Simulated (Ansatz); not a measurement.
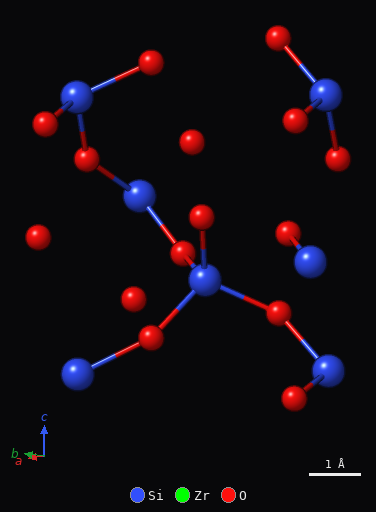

A defect cell of composition Si₂₂ZrO₄₈, before the relaxation. The picture is a ball-and-stick view of the atoms within 4.2 Å of the atom that moves most (axes of the cell of the calculation (origin shifted)), seen from a free direction.

All numbers below come from DFT, PBEsol, PAW, plane waves (Ansatz 0.2.0).

Settings: plane-wave cutoff 420 eV; k-point mesh 1 × 1 × 1; mesh shifted by (0.25, 0.25, 0.25); collinear spin; atoms relaxed in a fixed cell; force threshold 0.03 eV/Å; at most 80 steps.

```
Si Zr O
1.0
     9.90164    0.00000    0.00000
    -4.95082    8.57507    0.00000
     0.00000    0.00000   10.88588
Si Zr O
22 1 48
Cartesian
  -2.6283 8.5637 1.7969
  2.3201 0.0527 7.2404
  -0.1257 4.3216 1.8144
  -0.1432 4.2731 7.2586
  2.3366 8.5735 1.8061
  2.3166 8.5658 7.2251
  4.8224 4.2686 1.7907
  4.7889 4.2616 7.2324
  8.7188 2.0267 3.6245
  -1.1704 2.0545 9.0806
  -3.6224 6.2990 3.6229
  6.2680 6.2771 9.1001
  3.8333 2.0108 3.6244
  3.8107 1.9901 9.0632
  1.3179 6.2808 3.5841
  1.2929 6.2829 9.0867
  1.2739 2.2970 0.0149
  -1.1979 6.5631 5.4420
  6.2842 2.2626 10.8765
  6.2891 2.2607 5.4330
  3.7626 6.5562 0.0182
  3.7939 6.5495 5.4302
  1.3425 2.2607 5.4383
  1.3539 1.1670 1.1920
  1.3925 1.1764 6.6450
  -1.0806 5.4208 1.2025
  -1.0703 5.4425 6.6126
  6.3360 1.1235 1.1693
  6.3162 1.1684 6.5923
  3.8608 5.4243 1.1396
  3.8439 5.4795 6.6088
  3.2427 0.6457 2.9638
  3.2980 0.6133 8.4083
  0.8003 4.9251 2.9759
  0.7857 4.9164 8.4396
  8.2295 0.6409 3.0158
  8.1884 0.6382 8.4002
  5.7300 4.9228 2.9608
  5.7483 4.9001 8.4393
  2.7562 2.5162 4.7551
  2.7710 2.5288 10.2461
  0.3000 6.8341 4.7449
  0.3164 6.8048 10.2398
  7.7235 2.5067 4.8014
  7.6999 2.5122 10.2006
  5.2680 6.7877 4.7868
  5.2496 6.7796 10.2204
  0.3249 1.7451 4.2841
  0.2614 1.7471 9.7362
  -2.1825 6.0531 4.2968
  -2.1856 6.0877 9.7674
  5.2828 1.7920 4.2933
  5.2646 1.7702 9.7281
  2.7788 6.0616 4.2697
  2.7819 6.0703 9.7206
  -1.0770 3.1180 2.4528
  -1.1005 3.1924 7.9237
  -3.5516 7.4639 2.4637
  -3.5439 7.4207 7.8864
  3.8867 3.1413 2.4533
  3.9033 3.1433 7.9287
  1.4096 7.3943 2.4588
  1.3547 7.4193 7.9124
  0.7986 3.6320 0.6386
  0.7979 3.6751 6.1078
  -1.7082 7.9495 0.6552
  -1.6694 7.9678 6.0990
  5.7275 3.6813 0.6868
  5.7550 3.6813 6.0846
  3.2311 7.9458 0.6636
  3.3064 7.9608 6.0701
```

> What does the optimiser find from here?

The atom that moves furthest is O43 (0.61 Å along [1 0 2]). By element the largest moves are O 0.61 Å, Si 0.31 Å, Zr 0.24 Å. The cell stays as it was. Near-neighbour distances that change, for instance: Si3–O26 1.579 → 1.677 Å, Si16–O43 1.599 → 1.662 Å, Si5–O70 1.581 → 1.628 Å, Si12–O51 1.606 → 1.646 Å. Among the angles between lasting bonds that change: Si16–O55–Si21 143.2° → 135.0°, O43–Si16–O63 108.3° → 115.5°, O43–Si16–O55 108.6° → 102.8°. Over 9 geometry steps the energy falls by 11.412 eV per cell of the calculation. Largest force component: 19 eV/Å at the start, 0.022 eV/Å at the end.

The end point in the same view:

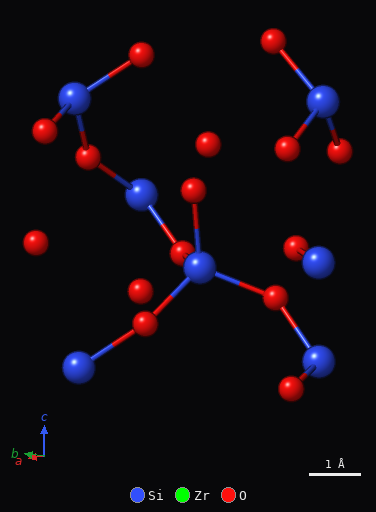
